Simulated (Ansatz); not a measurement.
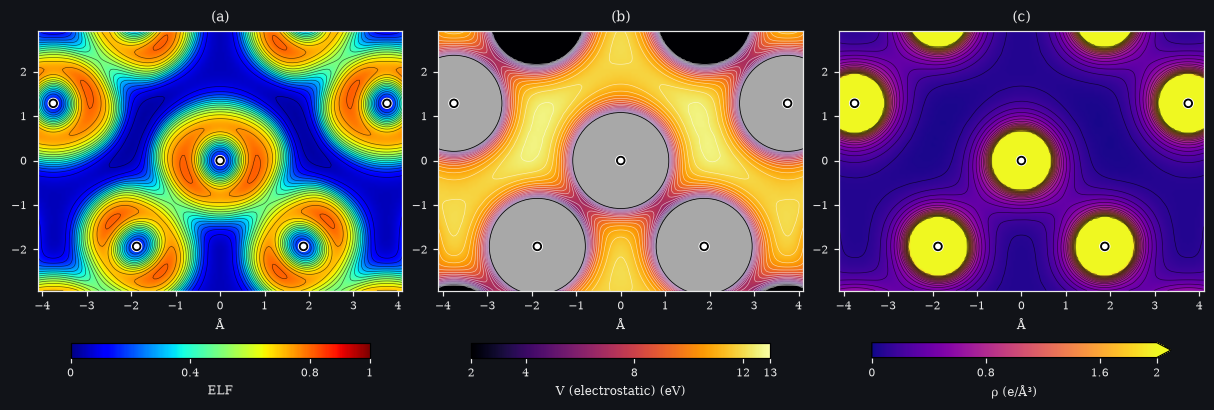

Figure. Se. (a) electron localisation function; (b) electrostatic potential energy of an electron; (c) valence pseudo-density on the (100) plane of the conventional cell. Circles mark the nuclei in the plane (Se). Grey discs cover the atomic cores in the potential map.

Space group I4₁/amd; a structure generated by program, which may or may not match a known phase.

Level of theory: DFT PBE, scalar-relativistic, plane waves, PAW (Ansatz 0.2.0).

In a PAW calculation such maps are meaningful between the atoms, not at the nuclei.

```cif
data_structure
_symmetry_space_group_name_H-M 'P 1'
_symmetry_Int_Tables_number 1
_cell_length_a 7.5068
_cell_length_b 7.5068
_cell_length_c 5.1498
_cell_angle_alpha 90.000
_cell_angle_beta 90.000
_cell_angle_gamma 90.000
_cell_volume 290.21
loop_
_atom_site_label
_atom_site_type_symbol
_atom_site_fract_x
_atom_site_fract_y
_atom_site_fract_z
_atom_site_occupancy
Se1 Se 0.00000 0.00000 0.00000 1
Se2 Se 0.50000 0.50000 0.50000 1
Se3 Se 0.00000 0.50000 0.25000 1
Se4 Se 0.50000 0.00000 0.75000 1
Se5 Se 0.50000 0.25000 0.12500 1
Se6 Se 0.00000 0.75000 0.62500 1
Se7 Se 0.75000 0.00000 0.37500 1
Se8 Se 0.25000 0.50000 0.87500 1
Se9 Se 0.25000 0.00000 0.37500 1
Se10 Se 0.75000 0.50000 0.87500 1
Se11 Se 0.00000 0.25000 0.62500 1
Se12 Se 0.50000 0.75000 0.12500 1
```

**Read the bonding off the picture.**

- The plane passes through Se nuclei.
- Se–Se (2.69 Å): ρ at the midpoint is about 0.37 e/Å³; the ELF is about 0.50 at the midpoint.
- Between the atoms the lowest density in this plane is 0.04 e/Å³.
- The ELF also peaks beside Se, away from the bonds: lone-pair regions.
- Outside the cores the potential energy rises away from the atoms and is highest about 2.0 Å from the nearest atoms; its zero is arbitrary.
